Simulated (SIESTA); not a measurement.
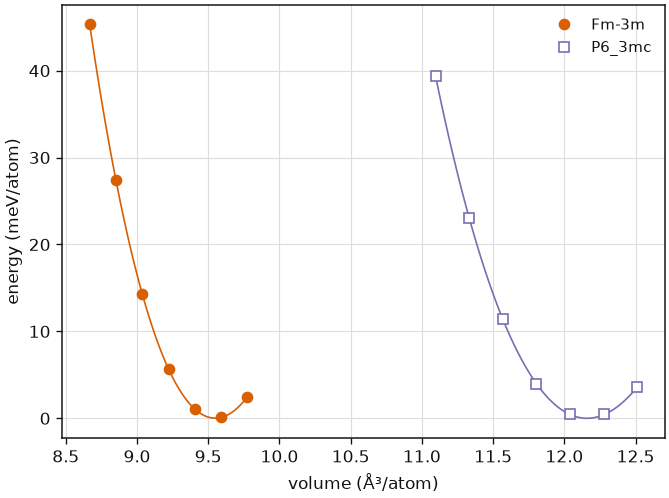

The plot gives the computed energy against volume, with one curve for each structure, for MgO. Each energy curve has its own zero, so the curves don't rank the structures.

Method: DFT in numerical atomic orbitals with pseudopotentials, no spin polarisation; energies at scaled volumes of the given cell, shape and fractions fixed, counted from the fit's minimum, third-order Birch-Murnaghan fit (SIESTA 5.4.2). Level: PBEsol.

- occupations: Fermi–Dirac
- smearing width: 0.05 eV
- potentials: PseudoDojo 0.4 standard, converted to PSML, two zetas on semicore shells

Settings that differ: Fm-3m: k mesh 11×11×11; P6_3mc: k mesh 9×9×6.

Order the curves by fitted equilibrium volume, smallest first.

Answer. Fm-3m 9.549, P6_3mc 12.159 Å³/atom.

Order the curves by fitted bulk modulus, smallest first.

Answer. P6_3mc 117.6, Fm-3m 152.3 GPa.

Limits of the calculation: mulliken charges of long orbitals.
